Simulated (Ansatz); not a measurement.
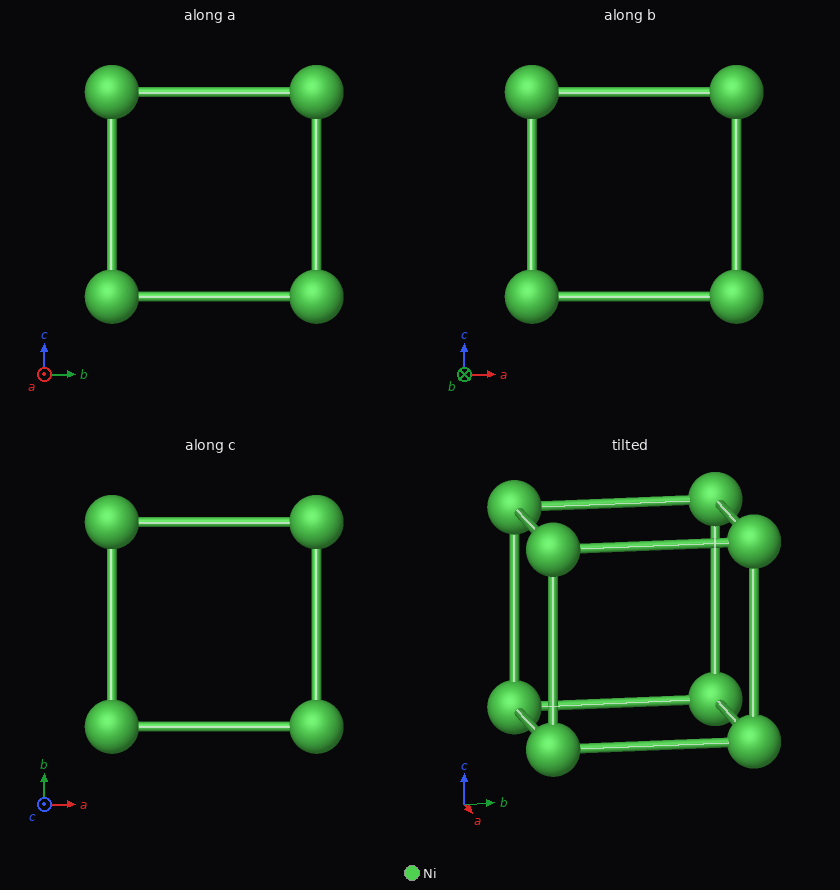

Drawn in the ball-and-stick manner and seen along the a axis, along the b axis, along the c axis and slightly off an axis. The parallelepiped is the conventional unit cell.

Lattice parameters: a = 2.2905 Å, b = 2.2905 Å, c = 2.2905 Å, α = 90.000°, β = 90.000°, γ = 90.000°.

Write the structure as a CIF with its space group and independent sites.

Answer.
```cif
data_structure
_symmetry_space_group_name_H-M 'P m -3 m'
_symmetry_Int_Tables_number 221
_cell_length_a 2.2905
_cell_length_b 2.2905
_cell_length_c 2.2905
_cell_angle_alpha 90.000
_cell_angle_beta 90.000
_cell_angle_gamma 90.000
_cell_volume 12.02
loop_
_atom_site_label
_atom_site_type_symbol
_atom_site_symmetry_multiplicity
_atom_site_Wyckoff_symbol
_atom_site_fract_x
_atom_site_fract_y
_atom_site_fract_z
_atom_site_occupancy
Ni1 Ni 1 a 0.0000 0.0000 0.0000 1
```

Source of the structure: a structure type filled with this element by a generator (whether the element takes this form wasn't checked). Cell shown after relaxation with DFT, r2SCAN, plane waves (500 eV) with PAW, scalar-relativistic (Ansatz).
